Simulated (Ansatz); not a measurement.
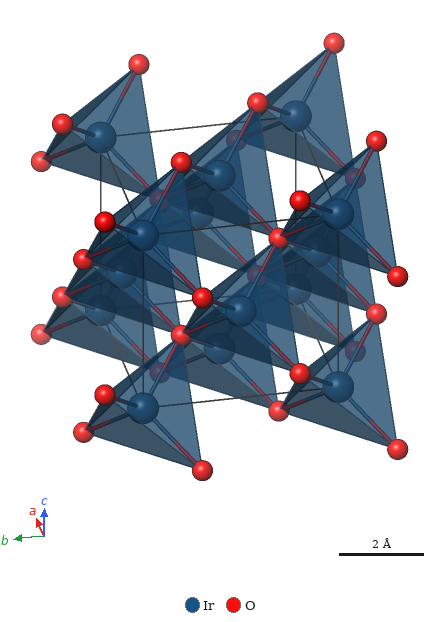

The starting structure (polyhedral view of the cell 4 times as large as that of the calculation, set on its symmetry axes, seen at an oblique angle; polyhedra are completed across the faces of the cell). An atom can appear more than once, as a periodic image.

# Geometry relaxation of IrO

- system: IrO (F-43m, 2 atoms in the cell)
- method: DFT PBE, scalar-relativistic, plane waves, PAW, no spin polarisation (Ansatz 0.2.0)

The structure was built on a prototype by a generator; it need not be a known phase.

Output:
```
Engine: ansatz 0.2.0, x86_64-unknown-linux-gnu
Pseudopotentials: kind: paw
Pseudopotential: Ir, paw, valence charge 17, recommended cutoff 420 eV (normal), Ir.paw.azcp
Pseudopotential: O, paw, valence charge 6, recommended cutoff 420 eV (normal), O.paw.azcp
Functional definition: PBE
  parameter kappa = 0.804
  parameter beta = 0.06672455060314922
  exchange = pbe_x(kappa = kappa, mu = beta*pi^2/3)
  correlation = pbe_c(beta = beta)
Crystal: 2 atoms, lattice volume = 27.124 Å³
Basis set: ecut = 420 eV, 531 PW (Γ), exchange–correlation on 48×48×48 points (8 copies of the dense FFT grid, shifted against one another)
Bands: 16, of which v1, the nominal top of the filled ones, is band 12 counted from 1 (11 counted from 0)
Symmetry: 24 space group operations
Space group: F-43m (ITA 216), of the structure as read, at distance tolerance 3.0e-5 Å
k-points: 145 of 4096 (time reversal used)
Non-local potential: Ir, projectors of the file, l = 0: 3, l = 1: 2, l = 2: 2, l = 3: 1
Non-local potential: O, projectors of the file, l = 0: 2, l = 1: 2, l = 2: 1
PAW form: soft (Blöchl's): semilocal exchange-correlation on the pseudo side does not see the compensation charge
PAW one-centre angular grid: Ir, 590 points (default); XC on 64 Gauss nodes
PAW one-centre angular grid: O, 110 points (default); XC on 64 Gauss nodes
Initial density: superposition of atomic densities (neutral atoms: chi_scale 0, normalization atom), corrected by the library's trained network
Initial wavefunctions: pseudopotential atomic-orbital guess
Functional: x = pbe(κ = 0.804, μ = 0.2195149727645171), c = pbe(β = 0.06672455060314922)
SCF iter   1: F=—  HF=-12498.872570 eV  |F-HF|=—  |Δ(HF+E_count)|=         —  Δρ=5.38e-3  dr2=4.49e-3  ethr=1.77e-3  ⟨swp⟩=4.6  Hψ=10067  notcnv=0
preconditioner: auto → LDOS  [metal: Δε(μ)=0.013 eV  Ē_g=11.928 eV  σ=0.100 eV  W_gap=0.08  n_scr=14 (ndim 8)  ℏωp=27.6 eV  f_vac=0.013  D(μ)=2.01/eV (n_scr^D=14)  β→1.0]
SCF iter   2: F=—  HF=-12498.875398 eV  |F-HF|=—  |Δ(HF+E_count)|=   2.83e-3  Δρ=1.27e-3  dr2=2.05e-4  ethr=1.95e-5  ⟨swp⟩=2.0  Hψ=4950  notcnv=0
preconditioner: auto → Kerker (q_TF=auto, 2.654 Å⁻¹)  [metal: Δε(μ)=0.015 eV  Ē_g=11.933 eV  σ=0.100 eV  W_gap=0.08  n_scr=14 (ndim 8)  ℏωp=27.6 eV  f_vac=0.008  D(μ)=2.01/eV (n_scr^D=14)  β→0.5]
SCF iter   3: F=—  HF=-12498.875434 eV  |F-HF|=—  |Δ(HF+E_count)|=   3.59e-5  Δρ=4.59e-4  dr2=3.67e-5  ethr=8.91e-7  ⟨swp⟩=2.1  Hψ=3792  notcnv=0
SCF iter   4: F=—  HF=-12498.875485 eV  |F-HF|=—  |Δ(HF+E_count)|=   5.07e-5  Δρ=2.03e-4  dr2=8.36e-6  ethr=1.60e-7  ⟨swp⟩=2.0  Hψ=3152  notcnv=0
SCF iter   5: F=—  HF=-12498.875490 eV  |F-HF|=—  |Δ(HF+E_count)|=   5.44e-6  Δρ=4.84e-5  dr2=4.90e-7  ethr=3.63e-8  ⟨swp⟩=2.1  Hψ=3104  notcnv=0
SCF iter   6: F=-12498.875491 eV  HF=-12498.875491 eV  |F-HF|=3.31e-10  |Δ(HF+E_count)|=   2.52e-7  Δρ=6.61e-6  dr2=1.28e-8  ethr=4.35e-10  ⟨swp⟩=5.6  Hψ=9938  notcnv=0
SCF 1 converged in 6 iterations: F = -12498.875491 eV  dr2 = 1.28e-8
  greatest PAW one-centre occupation: 1.000 electrons in one spin orbital (limit 2), on the Ir atom at site 0 (counted from 0), in its partial waves of l = 0
relax step   1: F+E_penalty+E_count = -12498.87549052 eV  Δ(F+E_penalty+E_count) = +0.000e0 eV  max|allowed force component| = 3.886e-16 eV/Å  Δτ_max = 0.0000 Å  P = +0.031 GPa  Ω = 27.124 Å³  (6 SCF iters, dr2 threshold 1.00e-7 eV, accepted)
Initial density: handed on by an earlier stage of this run
Initial wavefunctions: pseudopotential atomic-orbital guess (no wavefunctions were taken with the density)
iter 1 solved again at ethr=5.10e-8 eV; its pass at ethr=3.10e-3 eV (dr2=1.17e-5 eV) is discarded
SCF iter   1: F=—  HF=-12498.875469 eV  |F-HF|=—  |Δ(HF+E_count)|=         —  Δρ=7.28e-6  dr2=1.66e-8  ethr=5.10e-8  ⟨swp⟩=3.0  Hψ=16638  notcnv=0
preconditioner: auto → Kerker (q_TF=auto, 2.654 Å⁻¹)  [metal: Δε(μ)=0.015 eV  Ē_g=11.931 eV  σ=0.100 eV  W_gap=0.08  n_scr=14 (ndim 8)  ℏωp=27.6 eV  f_vac=0.006  D(μ)=2.01/eV (n_scr^D=14)]
SCF iter   2: F=—  HF=-12498.875491 eV  |F-HF|=—  |Δ(HF+E_count)|=   2.19e-5  Δρ=5.35e-6  dr2=7.67e-9  ethr=7.21e-11  ⟨swp⟩=2.1  Hψ=3888  notcnv=0
SCF iter   3: F=—  HF=-12498.875491 eV  |F-HF|=—  |Δ(HF+E_count)|=  1.82e-10  Δρ=2.83e-6  dr2=2.64e-9  ethr=3.34e-11  ⟨swp⟩=1.0  Hψ=2320  notcnv=0
SCF iter   4: F=—  HF=-12498.875491 eV  |F-HF|=—  |Δ(HF+E_count)|=  1.46e-11  Δρ=6.93e-7  dr2=9.46e-11  ethr=1.15e-11  ⟨swp⟩=2.3  Hψ=3067  notcnv=0
SCF iter   5: F=—  HF=-12498.875491 eV  |F-HF|=—  |Δ(HF+E_count)|=    0.00e0  Δρ=4.05e-7  dr2=3.25e-11  ethr=1.00e-12  ⟨swp⟩=1.0  Hψ=2320  notcnv=0
iter 6 did not close the SCF: its close was put off for the readings that it lacked (scf_convergence_deferred on its scf_iter line)
SCF iter   6: F=-12498.875491 eV  HF=-12498.875491 eV  |F-HF|=1.27e-11  |Δ(HF+E_count)|=    0.00e0  Δρ=1.95e-7  dr2=8.07e-12  ethr=1.00e-12  ⟨swp⟩=1.0  Hψ=2320  notcnv=0
iter 7 did not close the SCF: its close was put off for the readings that it lacked (scf_convergence_deferred on its scf_iter line)
SCF iter   7: F=-12498.875491 eV  HF=-12498.875491 eV  |F-HF|=1.82e-12  |Δ(HF+E_count)|=  3.64e-12  Δρ=6.79e-8  dr2=9.98e-13  ethr=1.00e-12  ⟨swp⟩=1.0  Hψ=2320  notcnv=0
iter 8 did not close the SCF: its close was put off for the readings that it lacked (scf_convergence_deferred on its scf_iter line)
SCF iter   8: F=-12498.875491 eV  HF=-12498.875491 eV  |F-HF|=0.00e0  |Δ(HF+E_count)|=  3.64e-12  Δρ=8.30e-9  dr2=1.59e-14  ethr=1.00e-12  ⟨swp⟩=1.0  Hψ=2320  notcnv=0
iter 9 did not close the SCF: its close was put off for the readings that it lacked (scf_convergence_deferred on its scf_iter line)
SCF iter   9: F=-12498.875491 eV  HF=-12498.875491 eV  |F-HF|=1.82e-12  |Δ(HF+E_count)|=    0.00e0  Δρ=2.93e-9  dr2=1.73e-15  ethr=1.00e-12  ⟨swp⟩=1.0  Hψ=2320  notcnv=0
SCF iter  10: F=-12498.875491 eV  HF=-12498.875491 eV  |F-HF|=5.46e-12  |Δ(HF+E_count)|=  1.82e-12  Δρ=1.63e-10  dr2=7.16e-18  ethr=1.00e-12  ⟨swp⟩=1.8  Hψ=5435  notcnv=0
SCF 2 converged in 10 iterations: F = -12498.875491 eV  dr2 = 7.16e-18
relax step   2: F+E_penalty+E_count = -12498.87549052 eV  Δ(F+E_penalty+E_count) = -1.142e-9 eV  max|allowed force component| = 3.516e-16 eV/Å  Δτ_max = 0.0000 Å  P = +0.031 GPa  Ω = 27.124 Å³  stress off target by 3.11e-2 GPa  SCF on the basis re-selected at this cell (its energy is not comparable with the rows above)  (10 SCF iters)
```

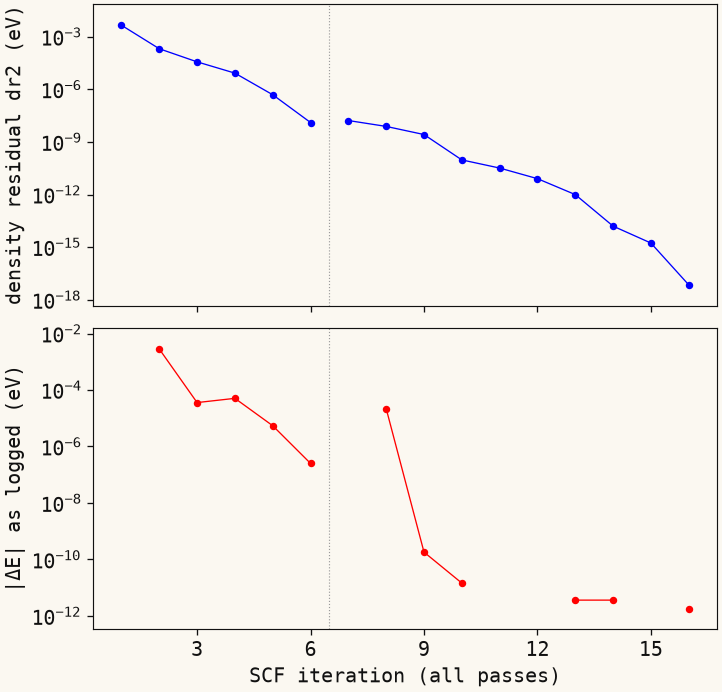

Convergence of the self-consistent field: density residual dr2 and size of the energy change against the SCF iteration. The dotted lines part the SCF passes of the relaxation: geometry steps, rejected trials and re-solves on a re-selected basis. The passes take 6 and 10 iterations.

```
basis re-selected at this cell: Δ(F+E_penalty+E_count) = -1.142e-9 eV, ΔP = +0.000 GPa vs the last step (what re-selecting the basis moved, of the pressure what is left beyond the Pulay correction that the steps carried, after the strain that the cell walked since its last selection, with what the two solves' SCF thresholds leave and, on support functions, any second-order correction that the steps lacked; it is no measure of the basis error at this ecutwfc). This SCF's stress stands 3.11e-2 GPa from its target on what of the cell is left free (relax.cell.stress_tol is 5.00e-2 GPa) and its largest allowed force component is 3.52e-16 eV/Å (relax.f_tol is 1.00e-2 eV/Å): within both
SCF converged after 10 iterations
Free energy (F): -12498.875491 eV
Harris-Foulkes:  -12498.875491 eV  (|F-HF|=5.46e-12)
Internal energy: -12498.865456 eV  (E = F + TS)
E sigma→0 (E₀):  -12498.870473 eV
Entropy (-TS):   -0.010035 eV (-5.017 meV/atom)
Fermi energy:    15.352797 eV
--- Per-component energies (eV) ---
  E_band       = -230.983475
  E_kinetic    = 796.615045
  E_local      = -1910.680763  (includes V_loc(G=0)·N_el)
  E_nonlocal   = 122.367562
  E_hartree    = 709.035055
  E_xc         = -338.475989
  E_vxc        = -389.823999  (∫ρ·V_xc dr)
  E_paw        = -9381.408454  (= ΣΔE_a)
  E_vpaw       = -267.533803  (= ΣTr[D̂ρ^β])
  E_aug_tail   = 0.002374  (compensation charges beyond the density's cutoff)
  E_ewald      = -2496.320286
  E_smearing   = -0.010035  (= −TS)
  E_closure    = 0.000000  (closes the sum)
  Σ components = -12498.875491   (vs F -12498.875491, Δ=0.00e0)
--- Forces (eV/Å), atoms counted from 1 ---
  atom   1  Ir    -0.00000000     0.00000000     0.00000000
  atom   2  O      0.00000000    -0.00000000    -0.00000000
  max |Σ_I F_I| component: 1.85e-16 eV/Å
--- Stress (GPa, compression-positive) ---
        0.031124       0.000000       0.000000
       -0.000000       0.031124      -0.000000
        0.000000      -0.000000       0.031124
  P = ⅓ Tr σ = 0.0311 GPa (0.311 kbar)
--- Band table (eV; the first three rows and the last of 145) ---
  k-point 0: bands = ["-77.2927", "-34.1846", "-34.1846", "-34.1846", "-6.1497", "7.2293", "7.2293", "7.2293", "12.8267", "13.0822", "13.0822", "16.9472", "16.9472", "16.9472", "28.3295", "28.3295"]
  k-point 1: bands = ["-77.2926", "-34.1879", "-34.1851", "-34.1851", "-6.1300", "7.1838", "7.2515", "7.2515", "13.0043", "13.0624", "13.0624", "16.8508", "16.9427", "16.9427", "27.7082", "28.3890"]
  k-point 2: bands = ["-77.2923", "-34.1972", "-34.1865", "-34.1865", "-6.0742", "7.0802", "7.3137", "7.3137", "13.0172", "13.0172", "13.4871", "16.5839", "16.9156", "16.9156", "26.4020", "28.5545"]
  k-point 144: bands = ["-77.2892", "-34.2514", "-34.2342", "-34.2162", "-5.5065", "7.3808", "7.7106", "8.6682", "11.9530", "12.7210", "13.8768", "14.7200", "15.9500", "22.1762", "23.2228", "24.7283"]
--- Relaxed structure (1 steps of the walk, 1 accepted, 1 SCFs on fresh bases) ---
  F+E_penalty+E_count = -12498.87549052 eV   max|allowed force component| = 3.516e-16 eV/Å   (the final SCF, on the basis selected at the relaxed cell)
  cell:  # Å, volume = 27.1241 Å³
    - [0.0, 2.3847436051, 2.3847436051]
    - [2.3847436051, 0.0, 2.3847436051]
    - [2.3847436051, 2.3847436051, 0.0]
  atoms:
    - { symbol: Ir, position: [0.0, 0.0, 0.0] }
    - { symbol: O, position: [0.25, 0.25, 0.25] }
```

Trajectory as extended XYZ (Å, eV, eV/Å), 2 frames, from step=1 to step=2:
```
2
Lattice="0.0000 2.3847 2.3847 2.3847 0.0000 2.3847 2.3847 2.3847 0.0000" Properties=species:S:1:pos:R:3:forces:R:3 step=1 energy=-12498.87549 pressure_GPa=0.03
Ir    0.0000    0.0000    0.0000    0.0000   0.0000   0.0000
O     1.1924    1.1924    1.1924    0.0000   0.0000   0.0000
2
Lattice="0.0000 2.3847 2.3847 2.3847 0.0000 2.3847 2.3847 2.3847 0.0000" Properties=species:S:1:pos:R:3:forces:R:3 step=2 energy=-12498.87549 pressure_GPa=0.03
Ir    0.0000    0.0000    0.0000    0.0000   0.0000   0.0000
O     1.1924    1.1924    1.1924    0.0000   0.0000   0.0000
```

The run was set up as follows.

Input file:
```yaml
crystal:
  lattice:
    - [0.0, 2.3847436051, 2.3847436051]
    - [2.3847436051, 0.0, 2.3847436051]
    - [2.3847436051, 2.3847436051, 0.0]
  atoms:
    - { symbol: Ir, position: [0.0, 0.0, 0.0] }
    - { symbol: O, position: [0.25, 0.25, 0.25] }
basis:
  ecutwfc: 420
kpoints:
  mp_grid: { grid: [16, 16, 16] }
hamiltonian:
  xc: pbe
scf:
  occupations: { method: gaussian, width: 0.1 }
output:
  forces: true
  stress: true
  eigenvalues: true
relax:
  adjacent_minimum: "off"
  f_tol: 0.01
  max_steps: 80
  cell: { stress_tol: 0.05 }
```

Run as:
```bash
ansatz run input.yaml --threads 1 --pin off --max-ram 2560MiB --backend cpu --events-out ev --progress --plain --runs-dir out
```

Key numbers:

| quantity | value |
| --- | --- |
| outcome | converged |
| space group (tolerance 0.01 Å) | F-43m (216) |
| electrons treated | 23 |
| free energy | −12498.8755 eV |
| Fermi energy | 15.353 eV |
| gap on the k-point mesh | none (metallic) |
| pressure | 0.03 GPa |
| final volume | 27.12 Å³ |
| largest force (length of the vector) at the end | under 0.001 eV/Å |
| final cell | a = 3.373 Å, b = 3.373 Å, c = 3.373 Å, α = 60.00°, β = 60.00°, γ = 60.00° |
| hardware | 1 thread of Intel Xeon @ 2.50GHz (Skylake/Cascade Lake), 16 GiB of memory available, shared host |
| wall time | 11 s |
| peak memory | 0.44 GiB |

Notes:

Spin–orbit coupling is left out, which matters for Ir. The cell holds an odd number of electrons but the run has no spin polarisation, so a band is left half filled.
